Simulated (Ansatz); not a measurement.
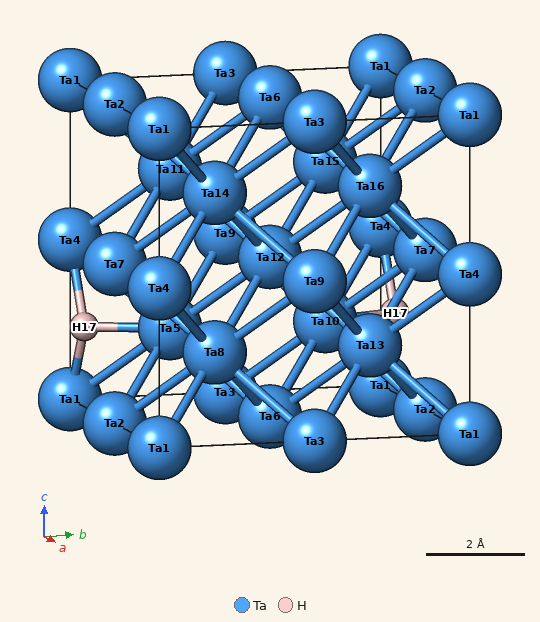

Figure 1. The input geometry (ball-and-stick view of the cell of the calculation, seen slightly off an axis; atoms are numbered from 1 in the order of the input).

**Ta16H: geometry relaxation (part 1 of 2)**

System: Ta16H (defect cell, 17 atoms in the cell).
Method: DFT PBE, scalar-relativistic, plane waves, PAW, no spin polarisation (Ansatz 0.2.0).

It belongs to a series of runs on one base structure; here: end point B relaxed. Figures and captions count atoms from 1; the log counts them from 0 in places.

Input
```yaml
crystal:
  lattice:
    - [6.62, 0.0, 0.0]
    - [0.0, 6.62, 0.0]
    - [0.0, 0.0, 6.62]
  atoms:
    - { symbol: Ta, position: [0.0, 0.0, 0.0] }
    - { symbol: Ta, position: [0.5, 0.0, 0.0] }
    - { symbol: Ta, position: [0.0, 0.5, 0.0] }
    - { symbol: Ta, position: [0.0, 0.0, 0.5] }
    - { symbol: Ta, position: [0.25, 0.25, 0.25] }
    - { symbol: Ta, position: [0.5, 0.5, 0.0] }
    - { symbol: Ta, position: [0.5, 0.0, 0.5] }
    - { symbol: Ta, position: [0.75, 0.25, 0.25] }
    - { symbol: Ta, position: [0.0, 0.5, 0.5] }
    - { symbol: Ta, position: [0.25, 0.75, 0.25] }
    - { symbol: Ta, position: [0.25, 0.25, 0.75] }
    - { symbol: Ta, position: [0.5, 0.5, 0.5] }
    - { symbol: Ta, position: [0.75, 0.75, 0.25] }
    - { symbol: Ta, position: [0.75, 0.25, 0.75] }
    - { symbol: Ta, position: [0.25, 0.75, 0.75] }
    - { symbol: Ta, position: [0.75, 0.75, 0.75] }
    - { symbol: H, position: [0.11992807, 0.0108395, 0.2449347] }
basis:
  ecutwfc: 420.0
kpoints:
  mp_grid: { grid: [3, 3, 3] }
hamiltonian:
  xc: pbe
scf:
  occupations: { method: gaussian, width: 0.1 }
  lower_state_search: "off"
relax:
  f_tol: 0.03
  max_steps: 60
  adjacent_minimum: "off"
```

Command:
```bash
ansatz run input.yaml --threads 4 --pin off --max-ram 10240MiB --backend cpu --events-out ev --progress --plain --runs-dir out
```

The program's output
```
Engine: ansatz 0.2.0, x86_64-unknown-linux-gnu
Pseudopotentials: kind: paw
Pseudopotential: Ta, paw, valence charge 13, recommended cutoff 420 eV (normal), Ta.paw.azcp
Pseudopotential: H, paw, valence charge 1, recommended cutoff 420 eV (normal), H.paw.azcp
Functional definition: PBE
  parameter kappa = 0.804
  parameter beta = 0.06672455060314922
  exchange = pbe_x(kappa = kappa, mu = beta*pi^2/3)
  correlation = pbe_c(beta = beta)
Crystal: 17 atoms, lattice volume = 290.118 Å³
Basis set: ecut = 420 eV, 5695 PW (Γ), exchange–correlation on 90×90×90 points (8 copies of the dense FFT grid, shifted against one another)
Bands: 126, of which v1, the nominal top of the filled ones, is band 105 counted from 1 (104 counted from 0)
Symmetry: 1 space group operations
Space group: P1 (ITA 1), of the structure as read, at distance tolerance 6.6e-5 Å
k-points: 14 of 27 (time reversal used)
Non-local potential: Ta, projectors of the file, l = 0: 3, l = 1: 2, l = 2: 2, l = 3: 1
Non-local potential: H, projectors of the file, l = 0: 2, l = 1: 1
PAW form: soft (Blöchl's): semilocal exchange-correlation on the pseudo side does not see the compensation charge
PAW one-centre angular grid: Ta, 590 points (default); XC on 64 Gauss nodes
PAW one-centre angular grid: H, 110 points (default); XC on 64 Gauss nodes
Initial density: superposition of atomic densities (neutral atoms: chi_scale 0, normalization atom), corrected by the library's trained network
Initial wavefunctions: pseudopotential atomic-orbital guess
Functional: x = pbe(κ = 0.804, μ = 0.2195149727645171), c = pbe(β = 0.06672455060314922)
SCF iter   1: F=—  HF=-158931.761763 eV  |F-HF|=—  |Δ(HF+E_count)|=         —  Δρ=3.10e-3  dr2=6.11e-2  ethr=1.77e-3  ⟨swp⟩=6.0  Hψ=7287  notcnv=0  defer=6
preconditioner: auto → Kerker (q_TF=auto, 2.583 Å⁻¹)  [metal: Δε(μ)=0.003 eV  Ē_g=4.313 eV  σ=0.100 eV  W_gap=0.02  n_scr=80 (ndim 8)  ℏωp=19.6 eV  f_vac=0.000  D(μ)=37.93/eV (n_scr^D=586)]
SCF iter   2: F=—  HF=-158931.752180 eV  |F-HF|=—  |Δ(HF+E_count)|=   9.58e-3  Δρ=1.62e-3  dr2=9.39e-3  ethr=2.92e-5  ⟨swp⟩=1.8  Hψ=2085  notcnv=0  defer=22
SCF iter   3: F=—  HF=-158931.751147 eV  |F-HF|=—  |Δ(HF+E_count)|=   1.03e-3  Δρ=4.56e-4  dr2=1.05e-3  ethr=4.49e-6  ⟨swp⟩=2.0  Hψ=2088  notcnv=0  defer=22
SCF iter   4: F=—  HF=-158931.751010 eV  |F-HF|=—  |Δ(HF+E_count)|=   1.37e-4  Δρ=9.76e-5  dr2=4.30e-5  ethr=5.03e-7  ⟨swp⟩=2.0  Hψ=2140  notcnv=0  defer=22
iter 5 did not close the SCF: its close was put off for the readings that it lacked (scf_convergence_deferred on its scf_iter line)
SCF iter   5: F=-158931.750995 eV  HF=-158931.751007 eV  |F-HF|=1.19e-5  |Δ(HF+E_count)|=   3.24e-6  Δρ=4.15e-5  dr2=1.38e-5  ethr=2.06e-8  ⟨swp⟩=2.0  Hψ=2195  notcnv=0  defer=22
SCF iter   6: F=-158931.751006 eV  HF=-158931.751006 eV  |F-HF|=1.40e-7  |Δ(HF+E_count)|=   1.37e-6  Δρ=8.01e-6  dr2=2.32e-7  ethr=6.59e-9  ⟨swp⟩=2.9  Hψ=5093  notcnv=0
SCF 1 converged in 6 iterations: F = -158931.751006 eV  dr2 = 2.32e-7
  greatest PAW one-centre occupation: 1.000 electrons in one spin orbital (limit 2), on the Ta atom at site 0 (counted from 0), in its partial waves of l = 0
relax step   1: F+E_penalty+E_count = -158931.75100557 eV  Δ(F+E_penalty+E_count) = +0.000e0 eV  max|allowed force component| = 1.373e0 eV/Å  Δτ_max = 0.0000 Å  (6 SCF iters, dr2 threshold 2.25e-5 eV, accepted)
Initial density: handed on by an earlier stage of this run
Initial wavefunctions: those handed on with the density
iter 1 solved again at ethr=2.93e-3 eV; its pass at ethr=3.10e-3 eV (dr2=6.13e0 eV) is discarded
SCF iter   1: F=—  HF=-158932.299065 eV  |F-HF|=—  |Δ(HF+E_count)|=         —  Δρ=1.91e-2  dr2=6.11e0  ethr=2.93e-3  ⟨swp⟩=1.0  Hψ=5799  notcnv=0  defer=113
preconditioner: auto → Kerker (q_TF=auto, 2.583 Å⁻¹)  [metal: Δε(μ)=0.003 eV  Ē_g=4.294 eV  σ=0.100 eV  W_gap=0.02  n_scr=80 (ndim 8)  ℏωp=19.6 eV  f_vac=0.000  D(μ)=30.98/eV (n_scr^D=436)]
SCF iter   2: F=—  HF=-158931.798675 eV  |F-HF|=—  |Δ(HF+E_count)|=   5.00e-1  Δρ=7.57e-3  dr2=6.64e-1  ethr=2.92e-3  ⟨swp⟩=2.4  Hψ=1836  notcnv=0  defer=113
SCF iter   3: F=—  HF=-158931.699035 eV  |F-HF|=—  |Δ(HF+E_count)|=   9.96e-2  Δρ=3.14e-3  dr2=1.17e-1  ethr=3.18e-4  ⟨swp⟩=2.0  Hψ=2639  notcnv=0  defer=167
SCF iter   4: F=—  HF=-158931.676269 eV  |F-HF|=—  |Δ(HF+E_count)|=   2.28e-2  Δρ=7.76e-4  dr2=3.71e-3  ethr=5.59e-5  ⟨swp⟩=2.0  Hψ=2173  notcnv=0  defer=167
SCF iter   5: F=—  HF=-158931.675664 eV  |F-HF|=—  |Δ(HF+E_count)|=   6.05e-4  Δρ=3.38e-4  dr2=3.92e-4  ethr=1.78e-6  ⟨swp⟩=2.0  Hψ=2261  notcnv=0  defer=167
SCF iter   6: F=-158931.675600 eV  HF=-158931.675625 eV  |F-HF|=2.49e-5  |Δ(HF+E_count)|=   3.92e-5  Δρ=8.73e-5  dr2=3.69e-5  ethr=4.78e-8  ⟨swp⟩=3.0  Hψ=5749  notcnv=0
SCF 2 converged in 6 iterations: F = -158931.675600 eV  dr2 = 3.69e-5
  greatest PAW one-centre occupation: 1.000 electrons in one spin orbital (limit 2), on the Ta atom at site 11 (counted from 0), in its partial waves of l = 0
relax step   2: F+E_penalty+E_count = -158931.67559969 eV  Δ(F+E_penalty+E_count) = +7.541e-2 eV  max|allowed force component| = 1.017e0 eV/Å  Δτ_max = 0.1537 Å  (6 SCF iters, dr2 threshold 1.00e-4 eV, rejected (line search))
iter 1 solved again at ethr=1.56e-3 eV; its pass at ethr=3.10e-3 eV (dr2=3.25e0 eV) is discarded
SCF iter   1: F=—  HF=-158932.253550 eV  |F-HF|=—  |Δ(HF+E_count)|=         —  Δρ=1.33e-2  dr2=3.29e0  ethr=1.56e-3  ⟨swp⟩=1.0  Hψ=5262  notcnv=0  defer=169
preconditioner: auto → Kerker (q_TF=auto, 2.583 Å⁻¹)  [metal: Δε(μ)=0.001 eV  Ē_g=4.310 eV  σ=0.100 eV  W_gap=0.00  n_scr=80 (ndim 8)  ℏωp=19.6 eV  f_vac=0.000  D(μ)=34.43/eV (n_scr^D=460)]
SCF iter   2: F=—  HF=-158931.997700 eV  |F-HF|=—  |Δ(HF+E_count)|=   2.56e-1  Δρ=4.75e-3  dr2=2.86e-1  ethr=1.56e-3  ⟨swp⟩=2.4  Hψ=1847  notcnv=0  defer=169
SCF iter   3: F=—  HF=-158931.961704 eV  |F-HF|=—  |Δ(HF+E_count)|=   3.60e-2  Δρ=1.99e-3  dr2=4.10e-2  ethr=1.37e-4  ⟨swp⟩=1.9  Hψ=2169  notcnv=0  defer=169
SCF iter   4: F=—  HF=-158931.954043 eV  |F-HF|=—  |Δ(HF+E_count)|=   7.66e-3  Δρ=3.65e-4  dr2=7.07e-4  ethr=1.96e-5  ⟨swp⟩=2.1  Hψ=2356  notcnv=0  defer=168
SCF iter   5: F=—  HF=-158931.953958 eV  |F-HF|=—  |Δ(HF+E_count)|=   8.49e-5  Δρ=1.60e-4  dr2=1.27e-4  ethr=3.38e-7  ⟨swp⟩=2.0  Hψ=2318  notcnv=0  defer=168
SCF iter   6: F=—  HF=-158931.953939 eV  |F-HF|=—  |Δ(HF+E_count)|=   1.98e-5  Δρ=3.36e-5  dr2=4.82e-6  ethr=6.10e-8  ⟨swp⟩=2.0  Hψ=2171  notcnv=0  defer=168
SCF iter   7: F=—  HF=-158931.953711 eV  |F-HF|=—  |Δ(HF+E_count)|=   2.28e-4  Δρ=7.21e-6  dr2=3.11e-7  ethr=2.31e-9  ⟨swp⟩=2.0  Hψ=2134  notcnv=0  defer=168
SCF iter   8: F=—  HF=-158931.953711 eV  |F-HF|=—  |Δ(HF+E_count)|=   1.77e-8  Δρ=3.34e-6  dr2=1.05e-7  ethr=4.78e-11  ⟨swp⟩=4.1  Hψ=5370  notcnv=0
SCF iter   9: F=-158931.953711 eV  HF=-158931.953711 eV  |F-HF|=6.11e-10  |Δ(HF+E_count)|=   1.09e-8  Δρ=5.92e-7  dr2=1.15e-9  ethr=4.78e-11  ⟨swp⟩=4.0  Hψ=4333  notcnv=0
SCF 3 converged in 9 iterations: F = -158931.953711 eV  dr2 = 1.15e-9
  greatest PAW one-centre occupation: 0.999 electrons in one spin orbital (limit 2), on the Ta atom at site 15 (counted from 0), in its partial waves of l = 0
relax step   3: F+E_penalty+E_count = -158931.95371064 eV  Δ(F+E_penalty+E_count) = -2.027e-1 eV  max|allowed force component| = 2.470e-1 eV/Å  Δτ_max = 0.0689 Å  (9 SCF iters, accepted)
SCF iter   1: F=—  HF=-158931.963836 eV  |F-HF|=—  |Δ(HF+E_count)|=         —  Δρ=1.57e-3  dr2=1.05e-2  ethr=8.62e-4  ⟨swp⟩=2.2  Hψ=2247  notcnv=0  defer=170
preconditioner: auto → Kerker (q_TF=auto, 2.583 Å⁻¹)  [metal: Δε(μ)=0.028 eV  Ē_g=4.287 eV  σ=0.100 eV  W_gap=0.16  n_scr=80 (ndim 8)  ℏωp=19.6 eV  f_vac=0.000  D(μ)=33.51/eV (n_scr^D=460)]
SCF iter   2: F=—  HF=-158931.962692 eV  |F-HF|=—  |Δ(HF+E_count)|=   1.14e-3  Δρ=9.04e-4  dr2=2.73e-3  ethr=5.01e-6  ⟨swp⟩=2.0  Hψ=2579  notcnv=0  defer=170
SCF iter   3: F=—  HF=-158931.961846 eV  |F-HF|=—  |Δ(HF+E_count)|=   8.47e-4  Δρ=2.21e-4  dr2=3.73e-4  ethr=1.30e-6  ⟨swp⟩=2.0  Hψ=2151  notcnv=0  defer=170
SCF iter   4: F=—  HF=-158931.961793 eV  |F-HF|=—  |Δ(HF+E_count)|=   5.24e-5  Δρ=4.84e-5  dr2=6.93e-6  ethr=1.78e-7  ⟨swp⟩=2.0  Hψ=2174  notcnv=0  defer=170
SCF iter   5: F=-158931.961792 eV  HF=-158931.961793 eV  |F-HF|=8.73e-7  |Δ(HF+E_count)|=   7.01e-8  Δρ=1.71e-5  dr2=1.25e-6  ethr=1.82e-9  ⟨swp⟩=4.0  Hψ=5356  notcnv=0
SCF 4 converged in 5 iterations: F = -158931.961792 eV  dr2 = 1.25e-6
  greatest PAW one-centre occupation: 0.999 electrons in one spin orbital (limit 2), on the Ta atom at site 13 (counted from 0), in its partial waves of l = 0
relax step   4: F+E_penalty+E_count = -158931.96179236 eV  Δ(F+E_penalty+E_count) = -8.082e-3 eV  max|allowed force component| = 1.484e-2 eV/Å  Δτ_max = 0.0408 Å  (5 SCF iters, dr2 threshold 3.81e-6 eV, accepted)
iter 1 solved again at ethr=6.01e-10 eV; its pass at ethr=3.10e-3 eV (dr2=1.26e-6 eV) is discarded
SCF iter   1: F=—  HF=-158931.961830 eV  |F-HF|=—  |Δ(HF+E_count)|=         —  Δρ=1.71e-5  dr2=1.26e-6  ethr=6.01e-10  ⟨swp⟩=1.0  Hψ=4174  notcnv=0  defer=170
preconditioner: auto → Kerker (q_TF=auto, 2.583 Å⁻¹)  [metal: Δε(μ)=0.027 eV  Ē_g=4.287 eV  σ=0.100 eV  W_gap=0.15  n_scr=80 (ndim 8)  ℏωp=19.6 eV  f_vac=0.000  D(μ)=33.48/eV (n_scr^D=460)]
SCF iter   2: F=—  HF=-158931.961793 eV  |F-HF|=—  |Δ(HF+E_count)|=   3.65e-5  Δρ=8.92e-6  dr2=1.57e-7  ethr=6.01e-10  ⟨swp⟩=2.0  Hψ=2009  notcnv=0  defer=170
SCF iter   3: F=-158931.961793 eV  HF=-158931.961793 eV  |F-HF|=1.05e-8  |Δ(HF+E_count)|=   1.22e-9  Δρ=4.41e-6  dr2=4.55e-8  ethr=4.78e-11  ⟨swp⟩=4.0  Hψ=5208  notcnv=0
SCF 5 converged in 3 iterations: F = -158931.961793 eV  dr2 = 4.55e-8
relax step   5: F+E_penalty+E_count = -158931.96179313 eV  Δ(F+E_penalty+E_count) = -7.710e-7 eV  max|allowed force component| = 1.499e-2 eV/Å  Δτ_max = 0.0000 Å  (3 SCF iters, accepted)
```

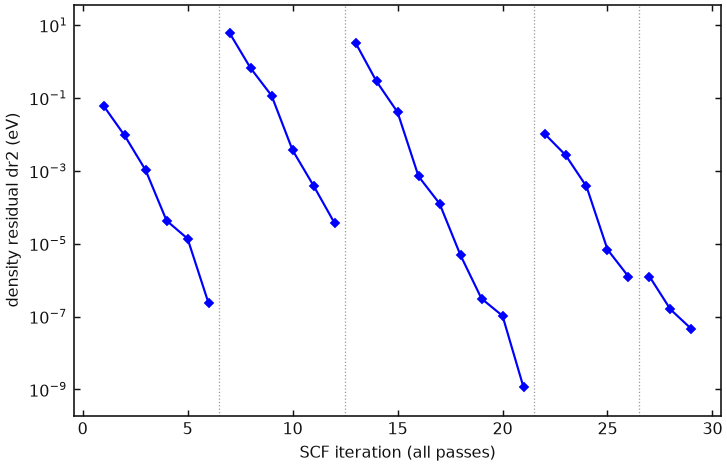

Figure 2. Convergence of the self-consistent field: density residual dr2 against the SCF iteration. The dotted lines part the SCF passes of the relaxation: geometry steps, rejected trials and re-solves on a re-selected basis. The 5 passes take 3 to 9 iterations each, 29 in all.

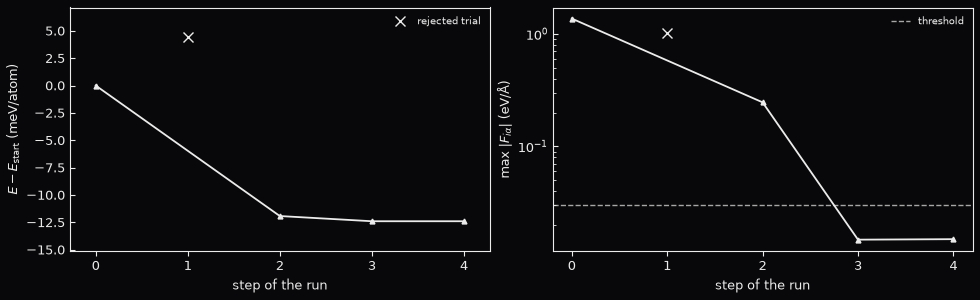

Figure 3. Progress of the relaxation, step by step (the first geometry is step 0 here and step 1 in the log).
